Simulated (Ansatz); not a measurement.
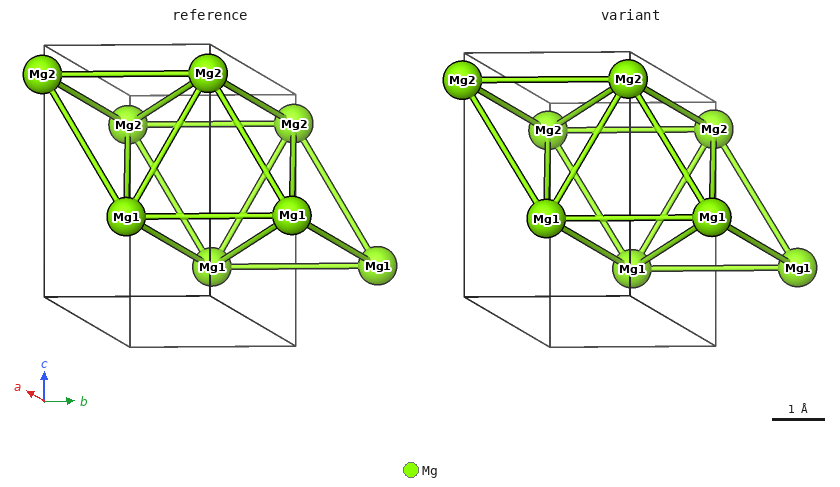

Left: a symmetric starting cell of Mg. Right: the same structure after one change, at the same scale. A ball-and-stick model of the cell of the calculation, repeated 2 × 2 × 1 with one cell outlined, seen from a free direction.

Computed with DFT PBE, scalar-relativistic, plane waves, PAW in Ansatz 0.2.0. Settings: plane-wave cutoff 420 eV; k-point mesh 15 × 15 × 8; occupations gaussian; smearing width 0.1 eV; no spin polarisation.

Question: Which change leads from the left to the right?

Answer: The cell is strained by −3.0 % along c and none across it (volume −3.0 %), the atoms keeping their fractional coordinates. No relaxation follows. The starting cell wasn't computed here and needn't be at equilibrium, so pressure and forces aren't due to the change alone.

Question: What does the change do?

Answer: Near-neighbour distances before and after: Mg–Mg 3.197 → 3.133 Å. The space group stays P6_3/mmc (No. 194). The pressure is 0.7 GPa (not all of it need come from the change, since the unchanged cell can be under pressure at this level too). The principal stresses (compression positive) are 1.2 GPa along c and 0.4 GPa across it. All forces vanish by symmetry.
